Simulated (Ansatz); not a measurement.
# Geometry relaxation, with input and output: B$_{3}$N (part 1 of 2)

- system: B$_{3}$N (R-3m, 8 atoms in the cell)
- method: DFT PBE, scalar-relativistic, plane waves, PAW (Ansatz 0.2.0)

The structure was made by swapping elements on the sites of another compound; it need not be a known phase. The run did not end well. It belongs to a series of runs on one base structure; here: anti-ScCl3 type (R-3, No. 148). Figures and captions count atoms from 1; the log counts them from 0 in places.

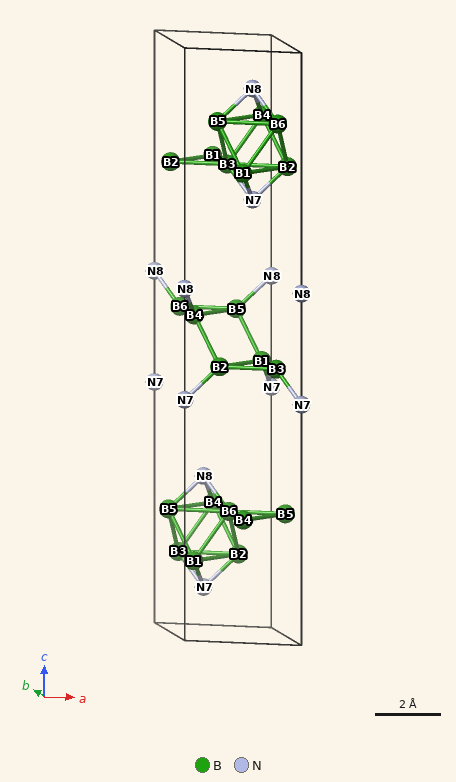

Figure 1. The input geometry (ball-and-stick view of the cell 3 times as large as that of the calculation, set on its symmetry axes, seen slightly off an axis; atoms are numbered from 1 in the order of the input). Near neighbours in the crystal (not all of them lie inside the picture): B has 6 B at 1.83 to 1.94 Å and 1 N at 1.50 Å; N has 3 B at 1.50 Å.

### Input
```yaml
crystal:
  lattice:
    - [1.8870232859, 1.0894734021, 6.2113640957]
    - [-1.8870232859, 1.0894734021, 6.2113640957]
    - [0.0, -2.1789468042, 6.2113640957]
  atoms:
    - { symbol: B, position: [0.2878841638, 0.2878841638, 0.8030655311] }
    - { symbol: B, position: [0.8030655311, 0.2878841638, 0.2878841638] }
    - { symbol: B, position: [0.2878841638, 0.8030655311, 0.2878841638] }
    - { symbol: B, position: [0.7121158362, 0.7121158362, 0.1969344689] }
    - { symbol: B, position: [0.1969344689, 0.7121158362, 0.7121158362] }
    - { symbol: B, position: [0.7121158362, 0.1969344689, 0.7121158362] }
    - { symbol: "N", position: [0.4062509161, 0.4062509161, 0.4062509161] }
    - { symbol: "N", position: [0.5937490839, 0.5937490839, 0.5937490839] }
basis:
  ecutwfc: 420
kpoints:
  mp_grid: { grid: [12, 12, 12] }
hamiltonian:
  xc: pbe
scf:
  occupations: { method: gaussian, width: 0.1 }
output:
  forces: true
  stress: true
  eigenvalues: true
relax:
  adjacent_minimum: "off"
  f_tol: 0.01
  max_steps: 80
  cell: { stress_tol: 0.05 }
```

Hardware: 1 thread of Intel Xeon @ 2.50GHz (Skylake/Cascade Lake), 256 GiB of memory available, shared host.

Launched with:
```bash
ansatz run input.yaml --threads 1 --pin off --max-ram 2560MiB --backend cpu --events-out ev --progress --plain --runs-dir out
```

### Output
```
basis.fft_grid_basis auto: the FFT boxes are laid along the combinations [[1, 0, -1], [0, 1, -1], [0, 0, 1]] of the cell's own vectors, 3.774, 3.774 and 6.582 Å long. The dense box has 27×27×45 points. Along the cell's own vectors, as sized, it would have 45×45×45, 2.78 times as many. Of the 12 symmetry operations that the crystal satisfies within crystal.symmetry.tolerance (time reversal apart; of a slab, those that keep its plane) the dense box along the cell's own vectors carries 12, and the one as laid loses 8 of those. basis.fft_grid_basis: typed keeps the cell's own vectors: state it where this run's energies or levels are differenced outside the engine with another run's, or held beside a run that keeps those vectors.
Engine: ansatz 0.2.0, x86_64-unknown-linux-gnu
Pseudopotentials: kind: paw
Pseudopotential: B, paw, valence charge 3, recommended cutoff 420 eV (normal), B.paw.azcp
Pseudopotential: N, paw, valence charge 5, recommended cutoff 420 eV (normal), N.paw.azcp
Functional definition: PBE
  parameter kappa = 0.804
  parameter beta = 0.06672455060314922
  exchange = pbe_x(kappa = kappa, mu = beta*pi^2/3)
  correlation = pbe_c(beta = beta)
Crystal: 8 atoms, lattice volume = 76.618 Å³
Basis set: ecut = 420 eV, 1491 PW (Γ), FFT grids on a1−a3, a2−a3, a3, exchange–correlation on 54×54×90 points (8 copies of the dense FFT grid, shifted against one another)
Bands: 22, of which v1, the nominal top of the filled ones, is band 14 counted from 1 (13 counted from 0)
Symmetry: 12 space group operations
Space group: R-3m (ITA 166), of the structure as read, at distance tolerance 4.2e-5 Å
k-points: 189 of 1728
Non-local potential: B, projectors of the file, l = 0: 2, l = 1: 2, l = 2: 1
Non-local potential: N, projectors of the file, l = 0: 2, l = 1: 2, l = 2: 1
PAW form: soft (Blöchl's): semilocal exchange-correlation on the pseudo side does not see the compensation charge
PAW one-centre angular grid: B, 110 points (default); XC on 64 Gauss nodes
PAW one-centre angular grid: N, 110 points (default); XC on 64 Gauss nodes
Initial density: superposition of atomic densities (neutral atoms: chi_scale 0, normalization atom), corrected by the library's trained network
Initial wavefunctions: pseudopotential atomic-orbital guess
Functional: x = pbe(κ = 0.804, μ = 0.2195149727645171), c = pbe(β = 0.06672455060314922)
SCF iter   1: F=—  HF=-1700.919870 eV  |F-HF|=—  |Δ(HF+E_count)|=         —  Δρ=1.53e-2  dr2=4.01e-1  ethr=1.77e-3  ⟨swp⟩=7.5  Hψ=24369  notcnv=0  defer=87
preconditioner: auto → LDOS  [metal: Δε(μ)=0.002 eV  Ē_g=13.097 eV  σ=0.100 eV  W_gap=0.01  n_scr=16 (ndim 8)  ℏωp=22.4 eV  f_vac=0.124  D(μ)=2.14/eV (n_scr^D=16)  β→1.0]
SCF iter   2: F=—  HF=-1700.836201 eV  |F-HF|=—  |Δ(HF+E_count)|=   8.37e-2  Δρ=6.58e-3  dr2=3.89e-2  ethr=1.43e-3  ⟨swp⟩=3.3  Hψ=9290  notcnv=0  defer=518
SCF iter   3: F=—  HF=-1700.828764 eV  |F-HF|=—  |Δ(HF+E_count)|=   7.44e-3  Δρ=2.53e-3  dr2=1.12e-2  ethr=1.39e-4  ⟨swp⟩=2.0  Hψ=7243  notcnv=0  defer=518
SCF iter   4: F=—  HF=-1700.825946 eV  |F-HF|=—  |Δ(HF+E_count)|=   2.82e-3  Δρ=9.90e-4  dr2=1.91e-3  ethr=4.01e-5  ⟨swp⟩=2.8  Hψ=5936  notcnv=0  defer=518
SCF iter   5: F=—  HF=-1700.825515 eV  |F-HF|=—  |Δ(HF+E_count)|=   4.30e-4  Δρ=2.08e-4  dr2=8.24e-5  ethr=6.83e-6  ⟨swp⟩=2.4  Hψ=5758  notcnv=0  defer=518
SCF iter   6: F=—  HF=-1700.825512 eV  |F-HF|=—  |Δ(HF+E_count)|=   3.39e-6  Δρ=3.35e-5  dr2=1.79e-6  ethr=2.94e-7  ⟨swp⟩=2.1  Hψ=6432  notcnv=0  defer=518
SCF iter   7: F=-1700.825512 eV  HF=-1700.825512 eV  |F-HF|=1.98e-9  |Δ(HF+E_count)|=   7.68e-8  Δρ=4.71e-6  dr2=1.27e-8  ethr=3.57e-10  ⟨swp⟩=11.5  Hψ=26775  notcnv=0
SCF 1 converged in 7 iterations: F = -1700.825512 eV  dr2 = 1.27e-8
  greatest PAW one-centre occupation: 0.807 electrons in one spin orbital (limit 2), on the N atom at site 7 (counted from 0), in its partial waves of l = 0
relax step   1: F+E_penalty+E_count = -1700.82551209 eV  Δ(F+E_penalty+E_count) = +0.000e0 eV  max|allowed force component| = 1.601e-1 eV/Å  Δτ_max = 0.0000 Å  P = -0.273 GPa  Ω = 76.618 Å³  (7 SCF iters, dr2 threshold 1.00e-7 eV, accepted)
Crystal: 8 atoms, lattice volume = 77.382 Å³
Basis set: ecut = 420 eV, 1497 PW (Γ), FFT grids on a1−a3, a2−a3, a3, exchange–correlation on 54×54×90 points (8 copies of the dense FFT grid, shifted against one another)
Initial density: handed on by an earlier stage of this run
Initial wavefunctions: those handed on with the density
iter 1 solved again at ethr=1.05e-5 eV; its pass at ethr=3.10e-3 eV (dr2=2.94e-3 eV) is discarded
SCF iter   1: F=—  HF=-1700.828054 eV  |F-HF|=—  |Δ(HF+E_count)|=         —  Δρ=2.89e-3  dr2=2.88e-3  ethr=1.05e-5  ⟨swp⟩=2.1  Hψ=26545  notcnv=0
preconditioner: auto → LDOS  [metal: Δε(μ)=0.019 eV  Ē_g=13.057 eV  σ=0.100 eV  W_gap=0.11  n_scr=16 (ndim 8)  ℏωp=22.3 eV  f_vac=0.138  D(μ)=1.71/eV (n_scr^D=8)  β→1.0]
SCF iter   2: F=—  HF=-1700.827983 eV  |F-HF|=—  |Δ(HF+E_count)|=   7.20e-5  Δρ=6.91e-4  dr2=6.10e-4  ethr=1.03e-5  ⟨swp⟩=2.0  Hψ=6537  notcnv=0
SCF iter   3: F=—  HF=-1700.827808 eV  |F-HF|=—  |Δ(HF+E_count)|=   1.75e-4  Δρ=2.50e-4  dr2=7.71e-5  ethr=2.18e-6  ⟨swp⟩=2.0  Hψ=6522  notcnv=0
SCF iter   4: F=—  HF=-1700.827783 eV  |F-HF|=—  |Δ(HF+E_count)|=   2.49e-5  Δρ=6.43e-5  dr2=3.49e-6  ethr=2.75e-7  ⟨swp⟩=2.5  Hψ=6607  notcnv=0
SCF iter   5: F=-1700.827782 eV  HF=-1700.827782 eV  |F-HF|=2.76e-8  |Δ(HF+E_count)|=   1.16e-6  Δρ=1.01e-5  dr2=8.79e-8  ethr=2.86e-9  ⟨swp⟩=7.8  Hψ=24174  notcnv=0
SCF 2 converged in 5 iterations: F = -1700.827782 eV  dr2 = 8.79e-8
relax step   2: F+E_penalty+E_count = -1700.82778153 eV  Δ(F+E_penalty+E_count) = -2.269e-3 eV  max|allowed force component| = 9.131e-2 eV/Å  Δτ_max = 0.0196 Å  P = -0.094 GPa  Ω = 77.382 Å³  energy of the carried Pulay correction = -1.940e-3 eV  (5 SCF iters, dr2 threshold 8.00e-7 eV, accepted)
Crystal: 8 atoms, lattice volume = 78.207 Å³
Basis set: ecut = 420 eV, 1527 PW (Γ), FFT grids on a1−a3, a2−a3, a3, exchange–correlation on 54×54×90 points (8 copies of the dense FFT grid, shifted against one another)
iter 1 solved again at ethr=1.38e-5 eV; its pass at ethr=3.10e-3 eV (dr2=3.87e-3 eV) is discarded
SCF iter   1: F=—  HF=-1700.827881 eV  |F-HF|=—  |Δ(HF+E_count)|=         —  Δρ=3.22e-3  dr2=4.00e-3  ethr=1.38e-5  ⟨swp⟩=2.2  Hψ=27542  notcnv=0
preconditioner: auto → LDOS  [metal: Δε(μ)=0.019 eV  Ē_g=13.060 eV  σ=0.100 eV  W_gap=0.10  n_scr=16 (ndim 8)  ℏωp=22.2 eV  f_vac=0.152  D(μ)=1.81/eV (n_scr^D=16)  β→1.0]
SCF iter   2: F=—  HF=-1700.827648 eV  |F-HF|=—  |Δ(HF+E_count)|=   2.33e-4  Δρ=9.01e-4  dr2=9.95e-4  ethr=1.38e-5  ⟨swp⟩=2.0  Hψ=6658  notcnv=0
SCF iter   3: F=—  HF=-1700.827314 eV  |F-HF|=—  |Δ(HF+E_count)|=   3.34e-4  Δρ=2.68e-4  dr2=8.29e-5  ethr=3.55e-6  ⟨swp⟩=2.0  Hψ=6536  notcnv=0
SCF iter   4: F=—  HF=-1700.827289 eV  |F-HF|=—  |Δ(HF+E_count)|=   2.48e-5  Δρ=6.09e-5  dr2=2.56e-6  ethr=2.96e-7  ⟨swp⟩=2.4  Hψ=6596  notcnv=0
SCF iter   5: F=-1700.827289 eV  HF=-1700.827289 eV  |F-HF|=1.61e-8  |Δ(HF+E_count)|=   8.23e-7  Δρ=9.23e-6  dr2=5.86e-8  ethr=1.86e-9  ⟨swp⟩=7.9  Hψ=24355  notcnv=0
SCF 3 converged in 5 iterations: F = -1700.827289 eV  dr2 = 5.86e-8
relax step   3: F+E_penalty+E_count = -1700.82728868 eV  Δ(F+E_penalty+E_count) = +4.928e-4 eV  max|allowed force component| = 4.266e-2 eV/Å  Δτ_max = 0.0203 Å  P = +0.102 GPa  Ω = 78.207 Å³  energy of the carried Pulay correction = -4.014e-3 eV  (5 SCF iters, dr2 threshold 5.21e-7 eV, accepted)
Crystal: 8 atoms, lattice volume = 78.142 Å³
iter 1 solved again at ethr=9.71e-8 eV; its pass at ethr=3.10e-3 eV (dr2=2.72e-5 eV) is discarded
SCF iter   1: F=—  HF=-1700.827525 eV  |F-HF|=—  |Δ(HF+E_count)|=         —  Δρ=3.43e-4  dr2=2.92e-5  ethr=9.71e-8  ⟨swp⟩=2.1  Hψ=23947  notcnv=0
preconditioner: auto → LDOS  [metal: Δε(μ)=0.019 eV  Ē_g=13.058 eV  σ=0.100 eV  W_gap=0.11  n_scr=16 (ndim 8)  ℏωp=22.2 eV  f_vac=0.143  D(μ)=1.80/eV (n_scr^D=16)  β→1.0]
SCF iter   2: F=—  HF=-1700.827529 eV  |F-HF|=—  |Δ(HF+E_count)|=   3.50e-6  Δρ=7.49e-5  dr2=3.14e-6  ethr=9.71e-8  ⟨swp⟩=2.1  Hψ=6372  notcnv=0
SCF iter   3: F=—  HF=-1700.827528 eV  |F-HF|=—  |Δ(HF+E_count)|=   9.14e-7  Δρ=2.03e-5  dr2=1.80e-7  ethr=1.12e-8  ⟨swp⟩=2.0  Hψ=6792  notcnv=0
SCF iter   4: F=-1700.827528 eV  HF=-1700.827528 eV  |F-HF|=7.79e-10  |Δ(HF+E_count)|=   4.69e-8  Δρ=2.59e-6  dr2=3.18e-9  ethr=4.97e-10  ⟨swp⟩=7.0  Hψ=19964  notcnv=0
SCF 4 converged in 4 iterations: F = -1700.827528 eV  dr2 = 3.18e-9
relax step   4: F+E_penalty+E_count = -1700.82752773 eV  Δ(F+E_penalty+E_count) = -2.391e-4 eV  max|allowed force component| = 1.499e-2 eV/Å  Δτ_max = 0.0027 Å  P = +0.009 GPa  Ω = 78.142 Å³  energy of the carried Pulay correction = -3.853e-3 eV  (4 SCF iters, dr2 threshold 1.39e-7 eV, accepted)
Crystal: 8 atoms, lattice volume = 78.025 Å³
iter 1 solved again at ethr=2.52e-7 eV; its pass at ethr=3.10e-3 eV (dr2=7.05e-5 eV) is discarded
SCF iter   1: F=—  HF=-1700.827832 eV  |F-HF|=—  |Δ(HF+E_count)|=         —  Δρ=3.22e-4  dr2=7.02e-5  ethr=2.52e-7  ⟨swp⟩=2.3  Hψ=23353  notcnv=0
preconditioner: auto → LDOS  [metal: Δε(μ)=0.018 eV  Ē_g=13.062 eV  σ=0.100 eV  W_gap=0.10  n_scr=16 (ndim 8)  ℏωp=22.2 eV  f_vac=0.142  D(μ)=1.80/eV (n_scr^D=16)  β→1.0]
SCF iter   2: F=—  HF=-1700.827828 eV  |F-HF|=—  |Δ(HF+E_count)|=   3.52e-6  Δρ=7.78e-5  dr2=4.99e-6  ethr=2.51e-7  ⟨swp⟩=2.1  Hψ=5704  notcnv=0
SCF iter   3: F=—  HF=-1700.827827 eV  |F-HF|=—  |Δ(HF+E_count)|=   1.04e-6  Δρ=2.78e-5  dr2=1.39e-6  ethr=1.78e-8  ⟨swp⟩=2.1  Hψ=6560  notcnv=0
SCF iter   4: F=—  HF=-1700.827827 eV  |F-HF|=—  |Δ(HF+E_count)|=   3.68e-7  Δρ=1.47e-5  dr2=2.34e-7  ethr=4.96e-9  ⟨swp⟩=2.5  Hψ=6482  notcnv=0
SCF iter   5: F=—  HF=-1700.827827 eV  |F-HF|=—  |Δ(HF+E_count)|=   5.59e-8  Δρ=3.06e-6  dr2=1.54e-8  ethr=8.34e-10  ⟨swp⟩=2.0  Hψ=6744  notcnv=0
SCF iter   6: F=-1700.827827 eV  HF=-1700.827827 eV  |F-HF|=4.37e-10  |Δ(HF+E_count)|=   3.67e-9  Δρ=6.58e-7  dr2=5.23e-10  ethr=5.02e-11  ⟨swp⟩=6.0  Hψ=17840  notcnv=0
SCF 5 converged in 6 iterations: F = -1700.827827 eV  dr2 = 5.23e-10
relax step   5: F+E_penalty+E_count = -1700.82782678 eV  Δ(F+E_penalty+E_count) = -2.991e-4 eV  max|allowed force component| = 3.273e-3 eV/Å  Δτ_max = 0.0024 Å  P = +0.055 GPa  Ω = 78.025 Å³  energy of the carried Pulay correction = -3.560e-3 eV  (6 SCF iters, dr2 threshold 1.40e-8 eV, accepted)
Crystal: 8 atoms, lattice volume = 78.100 Å³
iter 1 solved again at ethr=9.01e-8 eV; its pass at ethr=3.10e-3 eV (dr2=2.52e-5 eV) is discarded
SCF iter   1: F=—  HF=-1700.827646 eV  |F-HF|=—  |Δ(HF+E_count)|=         —  Δρ=1.66e-4  dr2=2.52e-5  ethr=9.01e-8  ⟨swp⟩=2.2  Hψ=23155  notcnv=0
preconditioner: auto → LDOS  [metal: Δε(μ)=0.019 eV  Ē_g=13.059 eV  σ=0.100 eV  W_gap=0.10  n_scr=16 (ndim 8)  ℏωp=22.2 eV  f_vac=0.143  D(μ)=1.80/eV (n_scr^D=16)  β→1.0]
SCF iter   2: F=—  HF=-1700.827648 eV  |F-HF|=—  |Δ(HF+E_count)|=   1.40e-6  Δρ=3.71e-5  dr2=1.13e-6  ethr=9.01e-8  ⟨swp⟩=2.1  Hψ=5579  notcnv=0
SCF iter   3: F=—  HF=-1700.827647 eV  |F-HF|=—  |Δ(HF+E_count)|=   9.34e-7  Δρ=1.63e-5  dr2=5.01e-7  ethr=4.03e-9  ⟨swp⟩=2.2  Hψ=7025  notcnv=0
SCF iter   4: F=—  HF=-1700.827647 eV  |F-HF|=—  |Δ(HF+E_count)|=   1.64e-7  Δρ=3.90e-6  dr2=1.62e-8  ethr=1.79e-9  ⟨swp⟩=2.0  Hψ=6087  notcnv=0
SCF iter   5: F=-1700.827647 eV  HF=-1700.827647 eV  |F-HF|=2.80e-10  |Δ(HF+E_count)|=  8.80e-10  Δρ=8.82e-7  dr2=6.08e-10  ethr=3.51e-11  ⟨swp⟩=6.1  Hψ=18418  notcnv=0
SCF 6 converged in 5 iterations: F = -1700.827647 eV  dr2 = 6.08e-10
relax step   6: F+E_penalty+E_count = -1700.82764669 eV  Δ(F+E_penalty+E_count) = +1.801e-4 eV  max|allowed force component| = 5.981e-4 eV/Å  Δτ_max = 0.0011 Å  P = -0.003 GPa  Ω = 78.100 Å³  energy of the carried Pulay correction = -3.748e-3 eV  (5 SCF iters, dr2 threshold 9.82e-9 eV, accepted)
Initial wavefunctions: pseudopotential atomic-orbital guess (no wavefunctions were taken with the density)
iter 1 solved again at ethr=8.27e-7 eV; its pass at ethr=3.10e-3 eV (dr2=2.32e-4 eV) is discarded
SCF iter   1: F=—  HF=-1700.832228 eV  |F-HF|=—  |Δ(HF+E_count)|=         —  Δρ=1.22e-4  dr2=1.43e-6  ethr=8.27e-7  ⟨swp⟩=3.2  Hψ=35532  notcnv=0
SCF iter   2: F=—  HF=-1700.832242 eV  |F-HF|=—  |Δ(HF+E_count)|=   1.44e-5  Δρ=2.49e-5  dr2=3.30e-7  ethr=5.12e-9  ⟨swp⟩=2.9  Hψ=7776  notcnv=0
SCF iter   3: F=—  HF=-1700.832242 eV  |F-HF|=—  |Δ(HF+E_count)|=   7.70e-8  Δρ=5.38e-6  dr2=1.42e-8  ethr=1.18e-9  ⟨swp⟩=2.0  Hψ=6773  notcnv=0
SCF iter   4: F=—  HF=-1700.832242 eV  |F-HF|=—  |Δ(HF+E_count)|=   1.43e-9  Δρ=1.27e-6  dr2=1.58e-9  ethr=5.08e-11  ⟨swp⟩=2.0  Hψ=6803  notcnv=0
SCF iter   5: F=—  HF=-1700.832242 eV  |F-HF|=—  |Δ(HF+E_count)|=  2.88e-10  Δρ=4.50e-7  dr2=2.28e-10  ethr=5.65e-12  ⟨swp⟩=2.4  Hψ=6483  notcnv=0
SCF iter   6: F=-1700.832242 eV  HF=-1700.832242 eV  |F-HF|=8.41e-12  |Δ(HF+E_count)|=  3.21e-11  Δρ=1.03e-7  dr2=1.16e-11  ethr=1.00e-12  ⟨swp⟩=6.7  Hψ=17776  notcnv=0
SCF 7 converged in 6 iterations: F = -1700.832242 eV  dr2 = 1.16e-11
relax step   7: F+E_penalty+E_count = -1700.83224203 eV  Δ(F+E_penalty+E_count) = -4.595e-3 eV  max|allowed force component| = 9.722e-4 eV/Å  Δτ_max = 0.0000 Å  P = +0.082 GPa  Ω = 78.100 Å³  stress off target by 1.74e-1 GPa  SCF on the basis re-selected at this cell (its energy is not comparable with the rows above)  (6 SCF iters)
basis re-selected at this cell: Δ(F+E_penalty+E_count) = -4.595e-3 eV, ΔP = +0.085 GPa vs the last step (what re-selecting the basis moved, of the pressure what is left beyond the Pulay correction that the steps carried, after the strain that the cell walked since its last selection, with what the two solves' SCF thresholds leave and, on support functions, any second-order correction that the steps lacked; it is no measure of the basis error at this ecutwfc). This SCF's stress stands 1.74e-1 GPa from its target on what of the cell is left free (relax.cell.stress_tol is 5.00e-2 GPa) and its largest allowed force component is 9.72e-4 eV/Å (relax.f_tol is 1.00e-2 eV/Å): not within both, so this SCF does not close the relaxation
Crystal: 8 atoms, lattice volume = 78.858 Å³
Basis set: ecut = 420 eV, 1539 PW (Γ), FFT grids on a1−a3, a2−a3, a3, exchange–correlation on 54×54×90 points (8 copies of the dense FFT grid, shifted against one another)
iter 1 solved again at ethr=7.73e-6 eV; its pass at ethr=3.10e-3 eV (dr2=2.16e-3 eV) is discarded
SCF iter   1: F=—  HF=-1700.831053 eV  |F-HF|=—  |Δ(HF+E_count)|=         —  Δρ=2.30e-3  dr2=2.26e-3  ethr=7.73e-6  ⟨swp⟩=2.0  Hψ=26024  notcnv=0
preconditioner: auto → LDOS  [metal: Δε(μ)=0.016 eV  Ē_g=13.051 eV  σ=0.100 eV  W_gap=0.09  n_scr=16 (ndim 8)  ℏωp=22.1 eV  f_vac=0.160  D(μ)=1.80/eV (n_scr^D=16)  β→1.0]
SCF iter   2: F=—  HF=-1700.830807 eV  |F-HF|=—  |Δ(HF+E_count)|=   2.46e-4  Δρ=2.28e-4  dr2=3.63e-5  ethr=7.73e-6  ⟨swp⟩=2.3  Hψ=5641  notcnv=0
SCF iter   3: F=—  HF=-1700.830796 eV  |F-HF|=—  |Δ(HF+E_count)|=   1.10e-5  Δρ=8.38e-5  dr2=5.12e-6  ethr=1.30e-7  ⟨swp⟩=2.0  Hψ=6790  notcnv=0
SCF iter   4: F=—  HF=-1700.830794 eV  |F-HF|=—  |Δ(HF+E_count)|=   1.82e-6  Δρ=2.30e-5  dr2=7.00e-7  ethr=1.83e-8  ⟨swp⟩=2.0  Hψ=6785  notcnv=0
SCF iter   5: F=-1700.830794 eV  HF=-1700.830794 eV  |F-HF|=1.56e-8  |Δ(HF+E_count)|=   1.15e-7  Δρ=5.18e-6  dr2=2.77e-8  ethr=2.69e-10  ⟨swp⟩=5.7  Hψ=23860  notcnv=0
SCF 8 converged in 5 iterations: F = -1700.830794 eV  dr2 = 2.77e-8
relax step   8: F+E_penalty+E_count = -1700.83079418 eV  Δ(F+E_penalty+E_count) = +1.448e-3 eV  max|allowed force component| = 5.671e-3 eV/Å  Δτ_max = 0.0163 Å  P = +0.017 GPa  Ω = 78.858 Å³  energy of the carried Pulay correction = -2.005e-3 eV  (5 SCF iters, dr2 threshold 7.54e-8 eV, accepted)
Crystal: 8 atoms, lattice volume = 79.111 Å³
iter 1 solved again at ethr=6.90e-6 eV; its pass at ethr=3.10e-3 eV (dr2=1.93e-3 eV) is discarded
```
